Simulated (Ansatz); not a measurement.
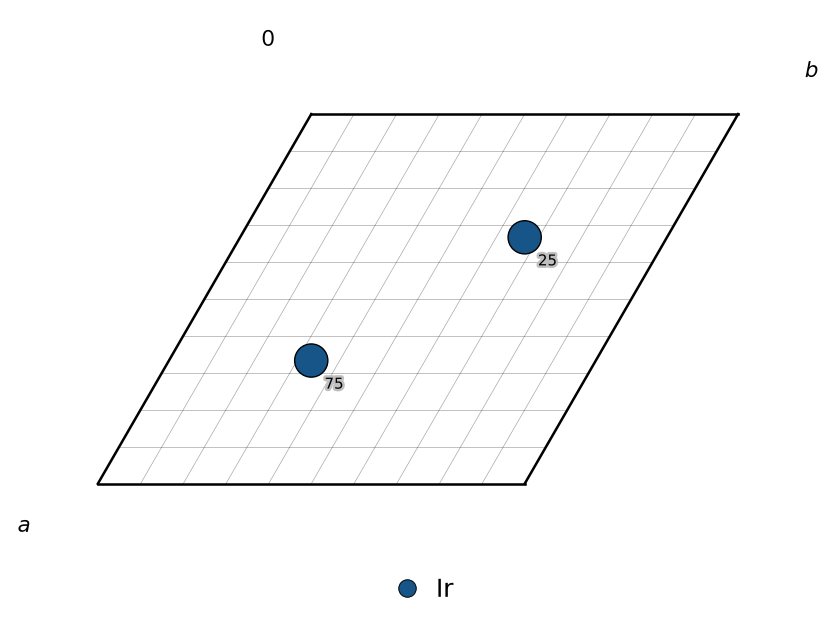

Plan of a unit cell projected along c (a down the page, b across); the numbers are heights in hundredths of c, and atoms on the cell's edges are repeated. The grid marks tenths of a and b. Source: the input geometry of an electronic-structure calculation (not necessarily at equilibrium); the starting structure was generated, so it need not be a known form of this composition. Symmetry computed with spglib at a tolerance of 0.002 Å; standard conventional cell.

a = 2.796 Å, b = 2.796 Å, c = 4.530 Å, α = 90.00°, β = 90.00°, γ = 120.00°.

Question: What does the cell contain?

Answer: 2 Ir: Ir, Z = 2.

Question: Give the fractional coordinates of all atoms, to two places.

Answer:
```json
{"atom": "Ir", "x": "0.33", "y": "0.67", "z": "0.25"}
{"atom": "Ir", "x": "0.67", "y": "0.33", "z": "0.75"}
```
